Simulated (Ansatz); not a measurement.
## Run report: CdTe, single-point calculation

System: CdTe (F-43m, 2 atoms in the cell).
Method: DFT r2SCAN, scalar-relativistic, plane waves, PAW, no spin polarisation (Ansatz 0.2.0).

The structure derives from an entry of the Crystallography Open Database.

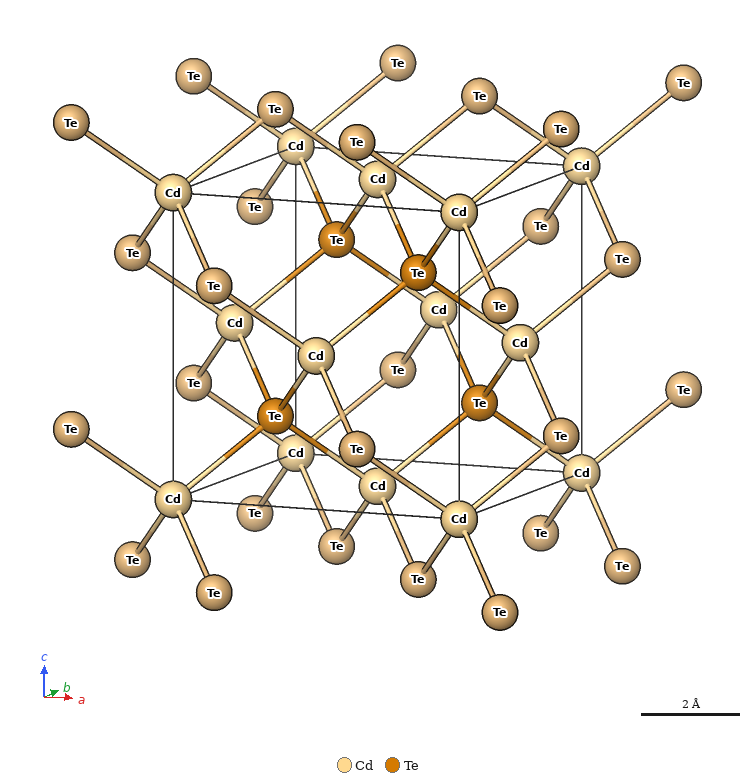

Figure 1. The structure as given in the input (ball-and-stick view of the cell 4 times as large as that of the calculation, set on its symmetry axes, seen slightly off an axis; neighbours outside the cell are drawn fainter). An atom can appear more than once, as a periodic image.

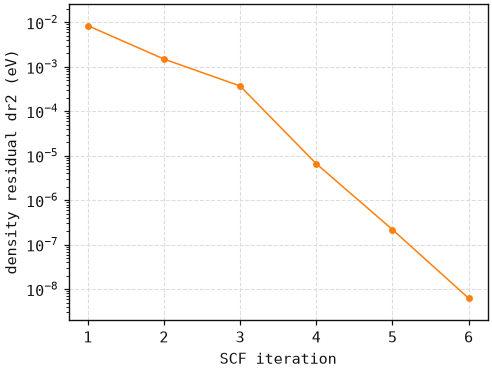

Figure 2. Convergence of the self-consistent field: density residual dr2 against the SCF iteration. The residual falls at every step.

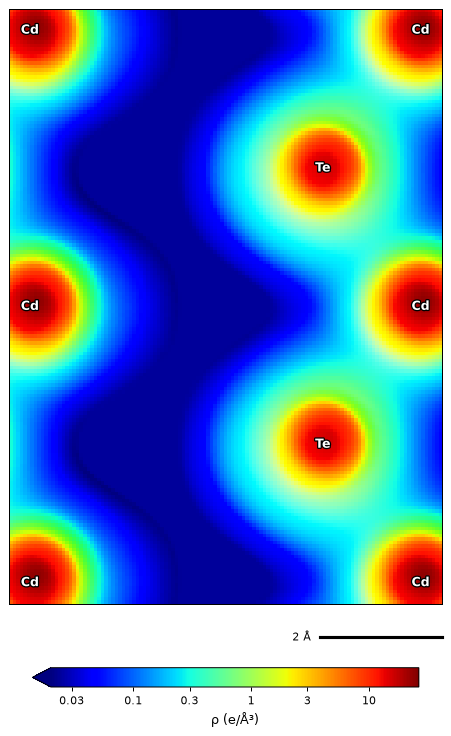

Figure 3. Valence charge density (pseudo) on the (101) plane of the conventional cell. Cd–Te (2.78 Å): the density is about 0.37 e/Å³ at the midpoint. Away from the nuclei the density in this plane falls to 0.008 e/Å³ at its lowest. In a PAW calculation such maps are meaningful between the atoms, not at the nuclei.

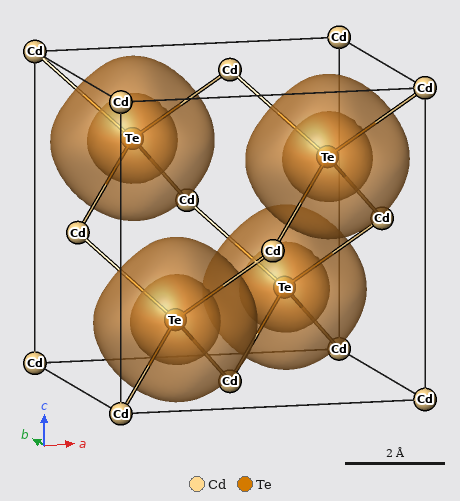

Figure 4. Isosurface of the ELF at 0.5 (orange), seen slightly off an axis. Only the valence region is drawn (cores and ρ < 0.01 e/Å³ removed). Sticks mark near contacts. The outline is the cell set on symmetry axes. Profiles from the grid: Cd–Te (2.78 Å): the ELF peaks at about 0.65 in the valence shell of Te, 1.2 Å from its nucleus, and drops to about 0.15 between the two atoms.

These pictures come from the run below.

## The input
```yaml
crystal:
  lattice:
    - [0.0, 3.205, 3.205]
    - [3.205, 0.0, 3.205]
    - [3.205, 3.205, 0.0]
  atoms:
    - { symbol: Cd, position: [0.0, 0.0, 0.0] }
    - { symbol: Te, position: [0.75, 0.75, 0.75] }
basis:
  ecutwfc: 500
kpoints:
  mp_grid: { grid: [8, 8, 8] }
hamiltonian:
  xc: r2scan
scf:
  occupations: { method: gaussian, width: 0.05 }
output:
  forces: true
  stress: true
  eigenvalues: true
  write_density: true
  write_potential: true
  elf: true
  volumetric_format: npy
```

Command:
```bash
ansatz run input.yaml --threads 1 --pin off --max-ram 2560MiB --backend cpu --events-out ev --progress --plain --runs-dir out
```

## Log
```
Engine: ansatz 0.2.0, x86_64-unknown-linux-gnu
Pseudopotentials: kind: paw
Pseudopotential: Cd, paw, valence charge 20, recommended cutoff 500 eV (meta_gga), Cd.paw.azcp
Pseudopotential: Te, paw, valence charge 16, recommended cutoff 500 eV (meta_gga), Te.paw.azcp
Functional definition: r2SCAN
  parameter k0 = 0.174
  parameter k1 = 0.065
  parameter a1 = 4.9479
  exchange = r2scan_x(k0 = k0, k1 = k1, a1 = a1)
  correlation = r2scan_c
Crystal: 2 atoms, lattice volume = 65.844 Å³
Basis set: ecut = 500 eV, 1687 PW (Γ), exchange–correlation on 144×144×144 points (64 copies of the dense FFT grid, shifted against one another)
Bands: 22, of which v1, the nominal top of the filled ones, is band 18 counted from 1 (17 counted from 0)
Symmetry: 24 space group operations
Space group: F-43m (ITA 216), of the structure as read, at distance tolerance 4.0e-5 Å
k-points: 29 of 512 (time reversal used)
Non-local potential: Cd, projectors of the file, l = 0: 3, l = 1: 2, l = 2: 2, l = 3: 1
Non-local potential: Te, projectors of the file, l = 0: 2, l = 1: 2, l = 2: 2, l = 3: 2
PAW form: soft (Blöchl's): semilocal exchange-correlation on the pseudo side does not see the compensation charge
PAW frozen core: Cd, regenerated for the run's functional (the file was generated under x = pbe(κ = 0.804, μ = 0.2195149727645171), c = pbe(β = 0.06672455060314922))
PAW frozen core: Te, regenerated for the run's functional (the file was generated under x = pbe(κ = 0.804, μ = 0.2195149727645171), c = pbe(β = 0.06672455060314922))
PAW one-centre angular grid: Cd, 590 points (default); XC on 160 Gauss nodes
PAW one-centre angular grid: Te, 590 points (default); XC on 160 Gauss nodes
Initial density: superposition of atomic densities (neutral atoms: chi_scale 0, normalization atom), corrected by the library's trained network
Initial wavefunctions: pseudopotential atomic-orbital guess
Functional: x = r2scan, c = r2scan; τ floored in thin density (d = 2e-4 eV/Å³)
SCF iter   1: F=—  HF=-15264.088144 eV  |F-HF|=—  |Δ(HF+E_count)|=         —  Δρ=4.52e-3  dr2=8.48e-3  dr2_τ=1.08e-2  ethr=1.77e-3  ⟨swp⟩=6.0  Hψ=3036  notcnv=0
preconditioner: auto → none  [insulator: Δε(μ)=1.338 eV  Ē_g=12.219 eV  σ=0.050 eV  W_gap=1.00  n_scr=14 (ndim 8)  ℏωp=19.4 eV  f_vac=0.180  D(μ)=0.00/eV (n_scr^D=0)  ε∞_Penn≈3.5]
SCF iter   2: F=—  HF=-15264.095554 eV  |F-HF|=—  |Δ(HF+E_count)|=   7.41e-3  Δρ=2.32e-3  dr2=1.50e-3  dr2_τ=3.35e-4  ethr=2.36e-5  ⟨swp⟩=3.0  Hψ=1521  notcnv=0
SCF iter   3: F=—  HF=-15264.096091 eV  |F-HF|=—  |Δ(HF+E_count)|=   5.36e-4  Δρ=1.10e-3  dr2=3.72e-4  dr2_τ=4.68e-5  ethr=4.16e-6  ⟨swp⟩=2.0  Hψ=868  notcnv=0
SCF iter   4: F=—  HF=-15264.096290 eV  |F-HF|=—  |Δ(HF+E_count)|=   1.99e-4  Δρ=1.05e-4  dr2=6.64e-6  dr2_τ=4.32e-7  ethr=1.03e-6  ⟨swp⟩=2.0  Hψ=1160  notcnv=0
SCF iter   5: F=—  HF=-15264.096263 eV  |F-HF|=—  |Δ(HF+E_count)|=   2.66e-5  Δρ=2.96e-5  dr2=2.19e-7  dr2_τ=2.07e-8  ethr=1.85e-8  ⟨swp⟩=2.7  Hψ=1109  notcnv=0
SCF iter   6: F=-15264.096264 eV  HF=-15264.096264 eV  |F-HF|=6.75e-9  |Δ(HF+E_count)|=   2.25e-7  Δρ=4.93e-6  dr2=6.25e-9  dr2_τ=1.25e-9  ethr=2.78e-10  ⟨swp⟩=11.3  Hψ=4555  notcnv=0
SCF 1 converged in 6 iterations: F = -15264.096264 eV  dr2 = 6.25e-9
  greatest PAW one-centre occupation: 1.001 electrons in one spin orbital (limit 2), on the Cd atom at site 0 (counted from 0), in its partial waves of l = 1
SCF converged after 6 iterations
Free energy (F): -15264.096264 eV
Harris-Foulkes:  -15264.096264 eV  (|F-HF|=6.75e-9)
Internal energy: -15264.096264 eV  (E = F + TS)
E sigma→0 (E₀):  -15264.096264 eV
Fermi energy:    8.384349 eV
--- Per-component energies (eV) ---
  E_band       = -813.400394
  E_kinetic    = 686.727152
  E_local      = -5349.262699  (includes V_loc(G=0)·N_el)
  E_nonlocal   = -275.767552
  E_hartree    = 2706.073910
  E_xc         = -284.100211
  E_vxc        = -358.520711  (∫ρ·V_xc dr)
  E_paw        = -8792.741617  (= ΣΔE_a)
  E_vpaw       = -952.980356  (= ΣTr[D̂ρ^β])
  E_aug_tail   = -0.000031  (compensation charges beyond the density's cutoff)
  E_vtau       = 24.255179  (kinetic-family band-sum trace: ∫τ·v_τ [+ j·A + Jᵃ·Aᵃ] dr)
  E_ewald      = -3954.745301
  E_core_change = -0.279915  (= ΣΔE_core)
  E_smearing   = -0.000000  (= −TS)
  E_closure    = -0.000000  (closes the sum)
  Σ components = -15264.096264   (vs F -15264.096264, Δ=0.00e0)
--- Forces (eV/Å), atoms counted from 1 ---
  atom   1  Cd    -0.00000000     0.00000000    -0.00000000
  atom   2  Te     0.00000000     0.00000000    -0.00000000
  max |Σ_I F_I| component: 1.32e-16 eV/Å
--- Stress (GPa, compression-positive) ---
        3.227733       0.000000      -0.000000
        0.000000       3.227733       0.000000
       -0.000000       0.000000       3.227733
  P = ⅓ Tr σ = 3.2277 GPa (32.277 kbar)
--- Band table (eV; the first three rows and the last of 29) ---
  k-point 0: bands = ["-97.3308", "-57.4827", "-57.4827", "-57.4827", "-29.1620", "-29.1620", "-29.1620", "-29.1491", "-29.1491", "-4.0344", "-1.0192", "-1.0192", "-1.0192", "-0.7119", "-0.7119", "7.6898", "7.6898", "7.6898", "9.0769", "12.7178", "12.7178", "12.7178"]
  k-point 1: bands = ["-97.3308", "-57.4827", "-57.4827", "-57.4827", "-29.1620", "-29.1619", "-29.1619", "-29.1491", "-29.1491", "-3.9694", "-1.0064", "-1.0064", "-0.9676", "-0.7129", "-0.7129", "6.5145", "7.5416", "7.5416", "9.8697", "12.6959", "12.9448", "12.9448"]
  k-point 2: bands = ["-97.3307", "-57.4828", "-57.4827", "-57.4827", "-29.1620", "-29.1618", "-29.1618", "-29.1490", "-29.1490", "-3.8123", "-0.9776", "-0.9776", "-0.7925", "-0.7123", "-0.7123", "4.8900", "7.2270", "7.2270", "10.1823", "13.2919", "13.2919", "13.5460"]
  k-point 28: bands = ["-97.3307", "-57.4828", "-57.4828", "-57.4828", "-29.1620", "-29.1619", "-29.1612", "-29.1491", "-29.1487", "-3.4648", "-0.8722", "-0.8705", "-0.7452", "-0.7129", "-0.0455", "3.3178", "5.1740", "5.3081", "12.4814", "12.6327", "13.8329", "14.3979"]
```

## Summary

| quantity | value |
| --- | --- |
| outcome | converged |
| space group (tolerance 0.01 Å) | F-43m (216) |
| electrons treated | 36 |
| free energy | −15264.0963 eV |
| Fermi energy | 8.384 eV |
| gap on the k-point mesh | 1.39 eV |
| pressure | 3.23 GPa |
| largest force (length of the vector) | under 0.001 eV/Å |
| hardware | 1 thread of AMD EPYC (Zen 3), 192 GiB of memory available, shared host |
| wall time | 11 s |
| peak memory | 0.6 GiB |
